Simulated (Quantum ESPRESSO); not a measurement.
Band-structure run, with input and output: Ba (part 2 of 2)

The same run, continued: Ba (Im-3m, 1 atom in the cell); Kohn-Sham DFT of a periodic cell, RPBE, SG15 PBE 1.2, no spin polarisation (Quantum ESPRESSO 7.5); cutoff 598.65 eV, 8×8×8 k-mesh, fermi-dirac of 0.05 eV. The structure derives from an entry of the Crystallography Open Database.

Geometry of the input (Å; fractional positions):
```
-2.5065  2.5065  2.5065
2.5065  -2.5065  2.5065
2.5065  2.5065  -2.5065
Ba 0.0000  0.0000  0.0000
```

**Log, continued**
```
   -23.0506  -8.2613  -8.1018  -8.0304   4.1649   7.0259   7.0783   8.8313
     8.8653   9.0911

          k = 0.3248 0.3248 0.0000 (  2094 PWs)   bands (ev):

   -23.0355  -8.4156  -8.1522  -8.0315   4.8434   6.7364   6.8493   9.1225
     9.3565  10.0246

          k =-0.4330-0.4330 0.0000 (  2098 PWs)   bands (ev):

   -23.0292  -8.4773  -8.1728  -8.0320   5.0209   6.6131   7.0843   9.1117
     9.6763  10.4563

          k = 0.2165 0.1083 0.1083 (  2102 PWs)   bands (ev):

   -23.0550  -8.2102  -8.0761  -8.0456   3.9586   7.1476   7.2160   8.5717
     8.6041   9.2860

          k = 0.3248 0.2165 0.1083 (  2099 PWs)   bands (ev):

   -23.0399  -8.3502  -8.1388  -8.0530   4.7396   6.6867   6.8798   8.7320
     9.5189   9.6075

          k = 0.4330 0.3248 0.1083 (  2094 PWs)   bands (ev):

   -23.0292  -8.4427  -8.1881  -8.0553   5.1985   6.6137   6.8371   8.9355
     9.6566  10.7210

          k = 0.4330 0.2165 0.2165 (  2105 PWs)   bands (ev):

   -23.0292  -8.3962  -8.2176  -8.0762   5.4641   6.3642   6.7570   8.8927
     9.5225  10.5866

          k = 0.5413 0.3248 0.2165 (  2107 PWs)   bands (ev):

   -23.0248  -8.3948  -8.2745  -8.0820   5.7651   6.4581   6.5712   9.0495
     9.5798  10.5526

          k = 0.2165 0.2165 0.2165 (  2091 PWs)   bands (ev):

   -23.0437  -8.3253  -8.0846  -8.0846   4.6227   6.7346   6.7346   9.1759
     9.1759   9.6247

          k = 0.3248 0.3248 0.2165 (  2095 PWs)   bands (ev):

   -23.0325  -8.3950  -8.1678  -8.0932   5.3846   6.5085   6.5388   9.3347
     9.5492  10.5935

          k = 0.4330 0.4330 0.2165 (  2080 PWs)   bands (ev):

   -23.0278  -8.4119  -8.2138  -8.0968   5.5939   6.4389   6.7845   9.3645
     9.7249  10.6106

          k = 0.0000 0.0000 0.2165 (  2078 PWs)   bands (ev):

   -23.0596  -8.1191  -8.0726  -8.0726   3.7178   7.6054   7.6054   8.0028
     8.0215   9.4929

          k = 0.4330 0.3248 0.3248 (  2097 PWs)   bands (ev):

   -23.0272  -8.3600  -8.2434  -8.1362   6.0181   6.3798   6.5132   9.5570
     9.6705  10.1455

          k = 0.0000-0.1083 0.3248 (  2086 PWs)   bands (ev):

   -23.0452  -8.2569  -8.1252  -8.0827   4.4078   6.9866   7.3084   8.0084
     8.7197   9.6827

          k =-0.0000-0.2165 0.4330 (  2100 PWs)   bands (ev):

   -23.0307  -8.4000  -8.1769  -8.0805   5.0862   6.6002   7.0033   8.3345
     9.6539   9.9142

          k = 0.1083-0.1083 0.4330 (  2095 PWs)   bands (ev):

   -23.0312  -8.3465  -8.1917  -8.1093   5.1068   6.4693   7.2459   8.1219
     9.3086   9.7367

          k =-0.8660-0.3248-0.3248 (  2110 PWs)   bands (ev):

   -23.0246  -8.4577  -8.1980  -8.0793   5.2689   6.7083   6.8899   8.2503
     9.9296  11.0179

          k =-0.7578-0.2165-0.3248 (  2101 PWs)   bands (ev):

   -23.0214  -8.4111  -8.2510  -8.1112   5.6053   6.3002   6.9357   8.3517
     9.5317  10.8820

          k =-0.6495-0.2165-0.2165 (  2103 PWs)   bands (ev):

   -23.0175  -8.3529  -8.3529  -8.1156   6.1450   6.1450   6.4119   9.1641
     9.1644  10.5999

          k = 0.4330 0.4330 0.4330 (  2112 PWs)   bands (ev):

   -23.0264  -8.2540  -8.2540  -8.2540   6.4104   6.4104   6.4104   9.5249
     9.7760   9.7761

          k = 0.0000 0.0000 0.4330 (  2070 PWs)   bands (ev):

   -23.0321  -8.2701  -8.1809  -8.1809   4.9906   6.5926   7.7369   7.7369
     8.7714   9.4618

          k =-0.0000-0.1083 0.5413 (  2081 PWs)   bands (ev):

   -23.0190  -8.3626  -8.2354  -8.1945   5.5356   6.0940   7.7408   7.9347
     9.3379   9.7209

          k =-0.8660-0.2165-0.2165 (  2084 PWs)   bands (ev):

   -23.0135  -8.4095  -8.2576  -8.1901   5.6554   6.0414   7.6808   7.7413
    10.1024  10.8350

          k =-0.7578-0.1083-0.2165 (  2081 PWs)   bands (ev):

   -23.0102  -8.3731  -8.3104  -8.2086   5.7644   5.7936   7.4521   8.7628
     9.3830  10.8549

          k =-0.0000-0.0000 0.6495 (  2062 PWs)   bands (ev):

   -23.0072  -8.3361  -8.2926  -8.2926   5.5958   5.6624   8.6064   8.6064
     9.0873   9.8446

          k =-0.8660-0.1083-0.1083 (  2076 PWs)   bands (ev):

   -23.0023  -8.3604  -8.3160  -8.2967   5.4962   5.5296   8.6667   8.8600
     9.9961  10.6783

          k =-0.8660-0.8660-0.8660 (  2046 PWs)   bands (ev):

   -22.9977  -8.3397  -8.3397  -8.3397   5.3432   5.3432   9.9220   9.9221
     9.9222  10.6182

     the Fermi energy is     5.8664 ev

!    total energy              =     -51.49565085 Ry
     estimated scf accuracy    <          1.0E-11 Ry
     smearing contrib. (-TS)   =      -0.00058627 Ry
     internal energy E=F+TS    =     -51.49506458 Ry

     The total energy is F=E-TS. E is the sum of the following terms:
     one-electron contribution =     -14.72912932 Ry
     hartree contribution      =       8.97816323 Ry
     xc contribution           =      -7.32799218 Ry
     ewald contribution        =     -38.41610630 Ry

     convergence has been achieved in   8 iterations

     Forces acting on atoms (cartesian axes, Ry/au):

     atom    1 type  1   force =     0.00000000    0.00000000    0.00000000

     Total force =     0.000000     Total SCF correction =     0.000000

     Computing stress (Cartesian axis) and pressure

          total   stress  (Ry/bohr**3)                   (kbar)     P=        6.54
   0.00004444   0.00000000   0.00000000            6.54        0.00        0.00
   0.00000000   0.00004444   0.00000000            0.00        6.54        0.00
   0.00000000   0.00000000   0.00004444            0.00        0.00        6.54

=------------------------------------------------------------------------------=
   JOB DONE.
=------------------------------------------------------------------------------=
```

**File pp_density.out**
```
This program is part of the open-source Quantum ESPRESSO suite
     for quantum simulation of materials; please cite
         "P. Giannozzi et al., J. Phys.:Condens. Matter 21 395502 (2009);
         "P. Giannozzi et al., J. Phys.:Condens. Matter 29 465901 (2017);
         "P. Giannozzi et al., J. Chem. Phys. 152 154105 (2020);
          URL
     in publications or presentations arising from this work. More details at

     ./tmp/pwscf.save/

     IMPORTANT: XC functional enforced from input :
     Exchange-correlation= RPBE
                           (   1   4  44   4   0   0   0)
     Any further DFT definition will be discarded
     Please, verify this is what you really want

     G-vector sticks info
     --------------------
     sticks:   dense  smooth     PW     G-vecs:    dense   smooth      PW
     Sum         889     889    307                16757    16757    3367

     Using Slab Decomposition

     Calling punch_plot, plot_num =   0
     Writing data to file  density.dat
     Reading data from file  density.dat

     Writing data to be plotted to file density.cube
     Plot Type: 3D                     Output format: Gaussian cube

=------------------------------------------------------------------------------=
   JOB DONE.
=------------------------------------------------------------------------------=
```

**File pp_potential.out**
```
This program is part of the open-source Quantum ESPRESSO suite
     for quantum simulation of materials; please cite
         "P. Giannozzi et al., J. Phys.:Condens. Matter 21 395502 (2009);
         "P. Giannozzi et al., J. Phys.:Condens. Matter 29 465901 (2017);
         "P. Giannozzi et al., J. Chem. Phys. 152 154105 (2020);
          URL
     in publications or presentations arising from this work. More details at

     ./tmp/pwscf.save/

     IMPORTANT: XC functional enforced from input :
     Exchange-correlation= RPBE
                           (   1   4  44   4   0   0   0)
     Any further DFT definition will be discarded
     Please, verify this is what you really want

     G-vector sticks info
     --------------------
     sticks:   dense  smooth     PW     G-vecs:    dense   smooth      PW
     Sum         889     889    307                16757    16757    3367

     Using Slab Decomposition

     Calling punch_plot, plot_num =  11
     Writing data to file  potential.dat
     Reading data from file  potential.dat

     Writing data to be plotted to file potential.cube
     Plot Type: 3D                     Output format: Gaussian cube

=------------------------------------------------------------------------------=
   JOB DONE.
=------------------------------------------------------------------------------=
```

**File pp_elf.out**
```
This program is part of the open-source Quantum ESPRESSO suite
     for quantum simulation of materials; please cite
         "P. Giannozzi et al., J. Phys.:Condens. Matter 21 395502 (2009);
         "P. Giannozzi et al., J. Phys.:Condens. Matter 29 465901 (2017);
         "P. Giannozzi et al., J. Chem. Phys. 152 154105 (2020);
          URL
     in publications or presentations arising from this work. More details at

     ./tmp/pwscf.save/

     IMPORTANT: XC functional enforced from input :
     Exchange-correlation= RPBE
                           (   1   4  44   4   0   0   0)
     Any further DFT definition will be discarded
     Please, verify this is what you really want

     G-vector sticks info
     --------------------
     sticks:   dense  smooth     PW     G-vecs:    dense   smooth      PW
     Sum         889     889    307                16757    16757    3367

     Using Slab Decomposition

     Calling punch_plot, plot_num =   8
     Message from routine do_elf_kin:
     elf/kin + US not fully implemented
     Writing data to file  elf.dat
     Reading data from file  elf.dat

     Writing data to be plotted to file elf.cube
     Plot Type: 3D                     Output format: Gaussian cube

=------------------------------------------------------------------------------=
   JOB DONE.
=------------------------------------------------------------------------------=
```

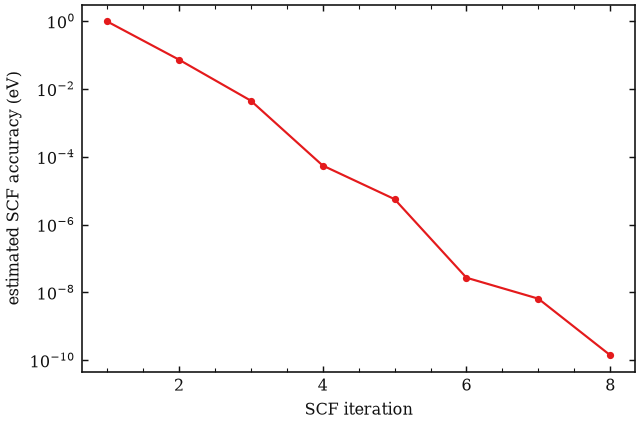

Convergence of the self-consistent field: estimated SCF accuracy against the iteration. The field takes 8 iterations in all.

**Summary**

```tsv
quantity	value
outcome	converged
space group (tolerance 0.01 Å)	Im-3m (229)
electrons treated	10
free energy	−700.6340 eV
Fermi energy	5.866 eV
gap on the k-point mesh	none (metallic)
pressure	0.65 GPa
largest force (length of the vector)	under 0.001 eV/Å
hardware	1 thread of Arm Neoverse V1, 24 GiB of memory available, shared host
wall time	53 s
peak memory	0.09 GiB
```

**Remarks**

Further notes kept with the run: potentials made for another functional; eigenvalues not converged. Points of doubt noted for this run: potentials made for another functional.
